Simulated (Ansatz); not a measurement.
**Single-point calculation, with input and output: Ti16O33 (part 1 of 3)**

- system: Ti16O33 (defect cell, 49 atoms in the cell)
- method: DFT PBE, scalar-relativistic, plane waves, PAW, spin-polarised (Ansatz 0.2.0)

The structure derives from a Materials Project entry.

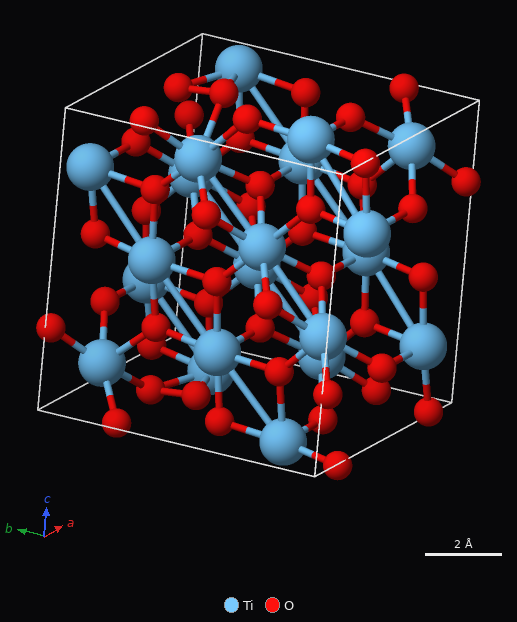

The input geometry (ball-and-stick view of the cell of the calculation, seen at an oblique angle). An atom can appear more than once, as a periodic image.

Summary:

- outcome: converged
- electrons treated: 390
- free energy: −58781.3564 eV
- Fermi energy: 9.840 eV
- gap on the k-point mesh: 2.02 eV
- net moment of the cell: 0.00 μB
- integrated absolute moment: 0.00 μB
- largest force (length of the vector): 0.046 eV/Å
- hardware: 4 threads of Arm Neoverse V2, 24 GiB of memory available, shared host
- wall time: 3.6 min (CPU time 14 min)
- peak memory: 3.4 GiB

Notes:

The program warns: some starting moments were not kept.

Input file:
```yaml
crystal:
  lattice:
    - [0.0, 0.0, 6.574804]
    - [5.94632, -6.574738, 0.0]
    - [5.94632, 6.574738, 0.0]
  atoms:
    - { symbol: Ti, position: [0.7432839834, 0.6149982344, 0.3807250367] }
    - { symbol: Ti, position: [0.2341301652, 0.6225701847, 0.8574100153], spin: 0.2 }
    - { symbol: Ti, position: [0.2584454177, 0.134551695, 0.3698774265] }
    - { symbol: Ti, position: [0.7627235289, 0.1156523723, 0.8812784698] }
    - { symbol: Ti, position: [0.2156804588, 0.8873093019, 0.1276652146] }
    - { symbol: Ti, position: [0.7308288992, 0.8677028926, 0.6304510914] }
    - { symbol: Ti, position: [0.7729570547, 0.3698497081, 0.1271628783] }
    - { symbol: Ti, position: [0.2619486402, 0.3805400387, 0.6114393469] }
    - { symbol: Ti, position: [0.7329422394, -0.0042919675, 0.2526909492] }
    - { symbol: Ti, position: [0.2417145415, 0.0045358952, 0.7437503039] }
    - { symbol: Ti, position: [0.2602497428, 0.5040353444, 0.236697257] }
    - { symbol: Ti, position: [0.746793377, 0.4896385169, 0.7544145235] }
    - { symbol: Ti, position: [0.2707679566, 0.2472657699, -0.0056686763] }
    - { symbol: Ti, position: [0.7651951029, 0.242619775, 0.500893003] }
    - { symbol: Ti, position: [0.7468041748, 0.7437537188, 0.0023608167] }
    - { symbol: Ti, position: [0.2307200227, 0.7519784936, 0.4938750581] }
    - { symbol: O, position: [0.0525962856, 1.0044049137, 0.2579612568] }
    - { symbol: O, position: [0.5545672358, 0.9951505075, 0.7523152547] }
    - { symbol: O, position: [0.5568422789, 0.4971119092, 0.2457731122] }
    - { symbol: O, position: [0.0593583279, 0.4947843374, 0.7423192542] }
    - { symbol: O, position: [0.7472971264, 0.0248062603, 0.4715730105] }
    - { symbol: O, position: [0.2320356006, 0.0292468285, 0.9735683787] }
    - { symbol: O, position: [0.2533582742, 0.5252334344, 0.4675285994] }
    - { symbol: O, position: [0.7789820015, 0.5147539233, 0.9662032008], spin: 0.2 }
    - { symbol: O, position: [0.0602478717, 0.7450445745, -0.0015660821] }
    - { symbol: O, position: [0.5553380666, 0.7462174733, 0.4981262747] }
    - { symbol: O, position: [0.5570306303, 0.2458767747, -0.0019598321] }
    - { symbol: O, position: [0.0576235376, 0.2478064519, 0.4994745449] }
    - { symbol: O, position: [0.7515038155, 0.2192490016, 0.2771670867] }
    - { symbol: O, position: [0.2527988305, 0.2170173203, 0.7750878973] }
    - { symbol: O, position: [0.2476346902, 0.7229787572, 0.2741225868] }
    - { symbol: O, position: [0.7484189762, 0.717480117, 0.7774217726] }
    - { symbol: O, position: [0.2552589014, 0.2767946286, 0.2235858151] }
    - { symbol: O, position: [0.7543736684, 0.2736669499, 0.7202316801] }
    - { symbol: O, position: [0.7499068024, 0.7763993077, 0.2198510858] }
    - { symbol: O, position: [0.2481327698, 0.7709774938, 0.7192039703] }
    - { symbol: O, position: [0.2311604299, 0.4602007718, 0.0248022627] }
    - { symbol: O, position: [0.751321877, 0.4684980355, 0.5248204674] }
    - { symbol: O, position: [0.7741039591, 0.9749935739, 0.0303694669] }
    - { symbol: O, position: [0.2513101619, 0.9690419674, 0.5282515135] }
    - { symbol: O, position: [0.9443362958, 0.7468320971, 0.4977150319] }
    - { symbol: O, position: [0.4612594076, 0.8199525638, 0.9935337316], spin: 0.2 }
    - { symbol: O, position: [0.4480597652, 0.2476567588, 0.4993116196] }
    - { symbol: O, position: [0.9446002588, 0.2445898106, 0.9997398027] }
    - { symbol: O, position: [0.9464201405, 0.4979590555, 0.2514903374] }
    - { symbol: O, position: [0.4469632982, 0.4927307661, 0.7451858229], spin: 0.2 }
    - { symbol: O, position: [0.4411576996, 0.0005544199, 0.250991556] }
    - { symbol: O, position: [0.9440728363, -0.0049739362, 0.7452980885] }
    - { symbol: O, position: [0.466550583, 0.6599208863, 1.0086947609], spin: 0.2 }
magnetization:
  spin_polarized: true
basis:
  ecutwfc: 420
  fft_grid_basis: typed
kpoints:
  mp_grid: { grid: [2, 2, 2] }
hamiltonian:
  xc: pbe
  pseudopotentials: { kind: paw }
scf:
  occupations: { method: gaussian, width: 0.05 }
output:
  forces: true
  stress: false
  eigenvalues: true
  bader: true
  write_density: true
  volumetric_format: npy
  populations: true
```

Run as:
```bash
ansatz run input.yaml --threads 4 --pin off --max-ram 10240MiB --backend cpu --events-out ev --progress --plain --runs-dir out
```

What the program printed:
```
Engine: ansatz 0.2.0, aarch64-unknown-linux-gnu
Pseudopotentials: kind: paw
Pseudopotential: Ti, paw, valence charge 12, recommended cutoff 420 eV (normal), Ti.paw.azcp
Pseudopotential: O, paw, valence charge 6, recommended cutoff 420 eV (normal), O.paw.azcp
Functional definition: PBE
  parameter kappa = 0.804
  parameter beta = 0.06672455060314922
  exchange = pbe_x(kappa = kappa, mu = beta*pi^2/3)
  correlation = pbe_c(beta = beta)
Crystal: 49 atoms, lattice volume = 514.090 Å³
Basis set: ecut = 420 eV, 10071 PW (Γ), exchange–correlation on 90×120×120 points (8 copies of the dense FFT grid, shifted against one another)
Bands: 245, of which v1, the nominal top of the filled ones, is band 195 counted from 1 (194 counted from 0)
Symmetry: 1 space group operations
Space group: P1 (ITA 1), of the structure as read, at distance tolerance 8.0e-5 Å
Magnetic group: BNS 1.1 (UNI 1), of the structure as read, at distance tolerance 8.0e-5 Å
k-points: 8
Non-local potential: Ti, projectors of the file, l = 0: 3, l = 1: 2, l = 2: 3, l = 3: 1
Non-local potential: O, projectors of the file, l = 0: 2, l = 1: 2, l = 2: 1
PAW form: soft (Blöchl's): semilocal exchange-correlation on the pseudo side does not see the compensation charge
PAW one-centre angular grid: Ti, 590 points (default); XC on 64 Gauss nodes
PAW one-centre angular grid: O, 110 points (default); XC on 64 Gauss nodes
Initial density: superposition of atomic densities (chi_scale 0.1, normalization cell, long waves kept (reshape's long-wave potential 0.21 eV rms))
Starting moments: Σ|m| = 1 μB on 5 of 49 sites
Initial wavefunctions: pseudopotential atomic-orbital guess
Functional: x = pbe(κ = 0.804, μ = 0.2195149727645171), c = pbe(β = 0.06672455060314922)
SCF iter   1: F=—  HF=-58784.297700 eV  |F-HF|=—  |Δ(HF+E_count)|=         —  Δρ=4.04e-2 (↑3.96e-2 ↓4.04e-2)  dr2=5.21e1  dr2_m=1.30e-1  M=0.553 μB ∫|m|=0.831 μB  β_m=0.30  ethr=3.10e-3  ⟨swp⟩=4.6  Hψ=14441  notcnv=0  defer=16
Mixer restart at iter 1: flushing history
preconditioner: auto → Kerker (q_TF=auto, 2.606 Å⁻¹)  [metal: Δε(μ)=0.037 eV  Ē_g=9.621 eV  σ=0.050 eV  W_gap=0.38  n_scr=156 (ndim 8)  ℏωp=26.5 eV  f_vac=0.000  D(μ)=19.69/eV (n_scr^D=164)]
spin=Collinear: Kerker preconditioning applied to the charge; magnetization (m = ρ↑ − ρ↓) channel mixes plain (no charge-response kernel on spin).
SCF iter   2: F=—  HF=-58778.702593 eV  |F-HF|=—  |Δ(HF+E_count)|=    5.60e0  Δρ=2.47e-2 (↑2.47e-2 ↓2.38e-2)  dr2=1.94e1  dr2_m=5.28e-2  M=0.153 μB ∫|m|=0.462 μB  β_m=0.47  ethr=3.10e-3  ⟨swp⟩=2.0  Hψ=6775  notcnv=0  defer=633
SCF iter   3: F=—  HF=-58779.545432 eV  |F-HF|=—  |Δ(HF+E_count)|=   8.43e-1  Δρ=1.47e-2 (↑1.27e-2 ↓1.47e-2)  dr2=4.08e0  dr2_m=3.43e-2  M=0.000 μB ∫|m|=0.123 μB  β_m=0.60  ethr=3.10e-3  ⟨swp⟩=2.0  Hψ=6792  notcnv=0  defer=616
SCF iter   4: F=—  HF=-58781.354118 eV  |F-HF|=—  |Δ(HF+E_count)|=    1.81e0  Δρ=7.20e-3 (↑7.13e-3 ↓7.20e-3)  dr2=1.19e0  dr2_m=1.08e-3  M=0.000 μB ∫|m|=0.040 μB  β_m=0.59  ethr=1.05e-3  ⟨swp⟩=2.0  Hψ=6712  notcnv=0  defer=696
SCF iter   5: F=—  HF=-58781.284079 eV  |F-HF|=—  |Δ(HF+E_count)|=   7.00e-2  Δρ=2.78e-3 (↑2.76e-3 ↓2.78e-3)  dr2=1.98e-1  dr2_m=3.23e-4  M=0.000 μB ∫|m|=0.011 μB  β_m=0.69  ethr=3.06e-4  ⟨swp⟩=2.0  Hψ=5864  notcnv=0  defer=696
SCF iter   6: F=—  HF=-58781.332548 eV  |F-HF|=—  |Δ(HF+E_count)|=   4.85e-2  Δρ=1.59e-3 (↑1.50e-3 ↓1.59e-3)  dr2=8.64e-2  dr2_m=1.78e-4  M=0.000 μB ∫|m|=0.006 μB  β_m=0.75  ethr=5.07e-5  ⟨swp⟩=2.0  Hψ=5418  notcnv=0  defer=696
SCF iter   7: F=—  HF=-58781.359687 eV  |F-HF|=—  |Δ(HF+E_count)|=   2.71e-2  Δρ=8.01e-4 (↑7.59e-4 ↓8.01e-4)  dr2=2.91e-2  dr2_m=4.99e-5  M=0.000 μB ∫|m|=0.005 μB  β_m=0.81  ethr=2.22e-5  ⟨swp⟩=2.0  Hψ=5627  notcnv=0  defer=696
SCF iter   8: F=—  HF=-58781.360734 eV  |F-HF|=—  |Δ(HF+E_count)|=   1.05e-3  Δρ=5.81e-4 (↑5.52e-4 ↓5.81e-4)  dr2=1.45e-2  dr2_m=1.73e-5  M=0.000 μB ∫|m|=0.003 μB  β_m=0.80  ethr=7.46e-6  ⟨swp⟩=2.3  Hψ=6689  notcnv=0  defer=696
SCF iter   9: F=—  HF=-58781.359639 eV  |F-HF|=—  |Δ(HF+E_count)|=   1.09e-3  Δρ=2.52e-4 (↑2.43e-4 ↓2.52e-4)  dr2=4.04e-3  dr2_m=2.78e-6  M=0.000 μB ∫|m|=0.001 μB  β_m=0.80  ethr=3.72e-6  ⟨swp⟩=2.1  Hψ=5583  notcnv=0  defer=690
SCF iter  10: F=—  HF=-58781.359223 eV  |F-HF|=—  |Δ(HF+E_count)|=   4.16e-4  Δρ=1.46e-4 (↑1.46e-4 ↓1.45e-4)  dr2=1.36e-3  dr2_m=2.21e-7  M=0.000 μB ∫|m|=0.001 μB  β_m=0.84  ethr=1.04e-6  ⟨swp⟩=2.0  Hψ=5491  notcnv=0  defer=690
SCF iter  11: F=—  HF=-58781.359124 eV  |F-HF|=—  |Δ(HF+E_count)|=   9.95e-5  Δρ=9.32e-5 (↑9.31e-5 ↓9.32e-5)  dr2=3.46e-4  dr2_m=3.25e-8  M=0.000 μB ∫|m|=0.000 μB  β_m=0.85  ethr=3.49e-7  ⟨swp⟩=2.0  Hψ=5328  notcnv=0  defer=694
SCF iter  12: F=—  HF=-58781.359124 eV  |F-HF|=—  |Δ(HF+E_count)|=   7.12e-7  Δρ=7.85e-5 (↑7.85e-5 ↓7.80e-5)  dr2=1.44e-4  dr2_m=8.83e-9  M=0.000 μB ∫|m|=0.000 μB  β_m=0.73  ethr=8.86e-8  ⟨swp⟩=2.0  Hψ=5962  notcnv=0  defer=694
SCF iter  13: F=—  HF=-58781.359112 eV  |F-HF|=—  |Δ(HF+E_count)|=   1.23e-5  Δρ=3.05e-5 (↑3.05e-5 ↓3.04e-5)  dr2=2.54e-5  dr2_m=8.81e-9  M=0.000 μB ∫|m|=0.000 μB  β_m=0.83  ethr=3.70e-8  ⟨swp⟩=2.0  Hψ=5848  notcnv=0  defer=694
SCF iter  14: F=—  HF=-58781.356427 eV  |F-HF|=—  |Δ(HF+E_count)|=   2.69e-3  Δρ=2.71e-5 (↑2.71e-5 ↓2.70e-5)  dr2=1.19e-5  dr2_m=4.50e-10  M=0.000 μB ∫|m|=0.000 μB  β_m=0.73  ethr=6.51e-9  ⟨swp⟩=2.0  Hψ=7040  notcnv=0  defer=694
SCF iter  15: F=—  HF=-58781.356427 eV  |F-HF|=—  |Δ(HF+E_count)|=   4.26e-9  Δρ=1.11e-5 (↑1.11e-5 ↓1.11e-5)  dr2=1.90e-6  dr2_m=1.99e-10  M=0.000 μB ∫|m|=0.000 μB  β_m=0.86  ethr=3.06e-9  ⟨swp⟩=2.0  Hψ=5402  notcnv=0  defer=694
SCF iter  16: F=—  HF=-58781.356428 eV  |F-HF|=—  |Δ(HF+E_count)|=   6.97e-7  Δρ=6.28e-6 (↑6.28e-6 ↓6.27e-6)  dr2=9.76e-7  dr2_m=6.98e-11  M=0.000 μB ∫|m|=0.000 μB  β_m=0.81  ethr=4.88e-10  ⟨swp⟩=2.0  Hψ=5967  notcnv=0  defer=694
SCF iter  17: F=—  HF=-58781.356428 eV  |F-HF|=—  |Δ(HF+E_count)|=   4.98e-8  Δρ=2.88e-6 (↑2.88e-6 ↓2.85e-6)  dr2=2.44e-7  dr2_m=1.92e-11  M=0.000 μB ∫|m|=0.000 μB  β_m=0.79  ethr=2.50e-10  ⟨swp⟩=2.0  Hψ=5608  notcnv=0  defer=694
SCF iter  18: F=-58781.356427 eV  HF=-58781.356428 eV  |F-HF|=6.12e-8  |Δ(HF+E_count)|=   1.87e-8  Δρ=1.28e-6 (↑1.28e-6 ↓1.28e-6)  dr2=8.85e-8  dr2_m=3.23e-12  M=0.000 μB ∫|m|=0.000 μB  ethr=2.56e-11  ⟨swp⟩=11.1  Hψ=16815  notcnv=0
SCF 1 converged in 18 iterations: F = -58781.356427 eV  dr2 = 8.85e-8
  greatest PAW one-centre occupation: 0.999 electrons in one spin orbital (limit 2), on the Ti atom at site 2 (counted from 0), in its partial waves of l = 0
```

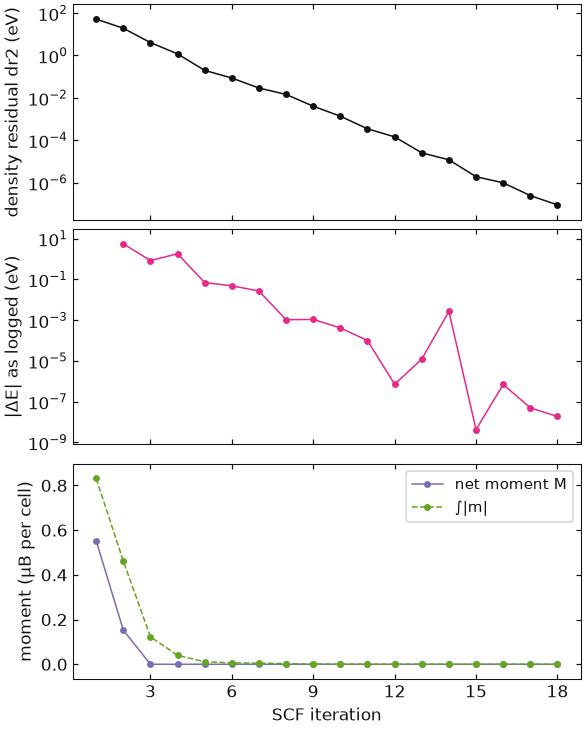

Convergence of the self-consistent field: density residual dr2, size of the energy change and magnetic moment against the SCF iteration. The residual falls at every step. The net moment goes from 0.6 to 0.0 μB per cell, and ∫|m| falls to zero.

```
WARN: the starting moments were not kept: the SCF closed with an absolute magnetisation of 3.3e-6 μB, where they sum to 1 μB in size (5 sites). That is at most 0.1 of that sum. Measured as dr2_m measures the in/out step, that magnetisation stands 7.1e-13 eV from none, at or under the dr2_threshold of 1.0e-7 eV: it is no larger than a step whose dr2_m would equal this threshold. The system may hold no moment; this SCF shows only that its start led to no more than that. To try another start: raise the starting moments (crystal.atoms[].spin, magnetization.per_species, magnetization.initial_magnetization, or on a non-collinear deck that types none of these the spinor_matrix: blocks that start its atoms; where the total moment is fixed, keep their sum and leave initial_magnetization as it is; typed ones take the place of any that the run laid by itself, positive ones on a crystal's lanthanoids without a Hubbard term where scf.initial_density.shell_occupations: [] is typed) or, if the notice of its spin-set hold's release reads "site moments contracting" or "site moments show no strong build", lengthen the hold (scf.mixing.spin_hold: { on: { confirm: 4 } }; for m-r²SCAN on two components see the key's manual first). Each may lead to a state that holds a moment. A second SCF, from the converged charge density, with the starting moments and any scf.initial_density.shell_occupations laid on it anew, would have followed, and was not run: the deck does not ask for one (magnetization.retry_lost_moments is false, the default). To let it run, set magnetization.retry_lost_moments: true and run the deck again, where that key's refused combinations let it; where memory then withholds it, that run's warning says so.
SCF converged after 18 iterations
Magnetization: 0.0000 μB (195.0000 up, 195.0000 down)
Absolute magnetization: 0.0000 μB (∫|ρ↑−ρ↓|, with the PAW one-centre terms)
Spin contamination: 0.0000 ħ² per cell (⟨S²⟩ above its minimum at these occupations)
```
